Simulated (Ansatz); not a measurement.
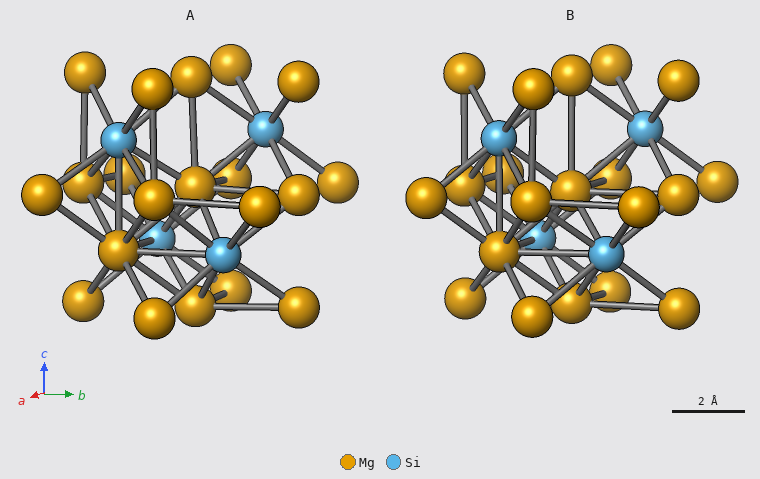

Two geometries of a defect cell of composition Mg₆₅Si₃₂, drawn at one scale. One is the start of a relaxation, the other its converged end. Style: ball-and-stick. Shown: the atoms within 5.0 Å of the atom that moves most (axes of the cell of the calculation (origin shifted)), slightly off an axis.

Method: DFT, PBEsol, PAW, plane waves (Ansatz). Set-up: plane-wave cutoff 420 eV; k-point mesh 1 × 1 × 1; mesh shifted by (0.25, 0.25, 0.25); collinear spin; atoms relaxed in a fixed cell; force threshold 0.03 eV/Å; at most 80 steps.

Q: Which of the two is the end point?

A: Structure A is the relaxed one. The energy falls by 0.890 eV per cell of the calculation in 3 geometry steps. Largest force component: 0.79 eV/Å at the start, 0.025 eV/Å at the end. The largest move is that of a Mg atom, 0.18 Å roughly along [−1 1 1]. By element the largest moves are Mg 0.18 Å, Si 0.10 Å. The cell stays as it was. Among the contacts that change: Mg–Mg 2.704 → 2.890 Å, Mg–Si 2.814 → 2.632 Å, Mg–Mg 2.723 → 2.882 Å, Mg–Mg 3.231 → 3.088 Å. The program noted that the starting moments weren't kept.
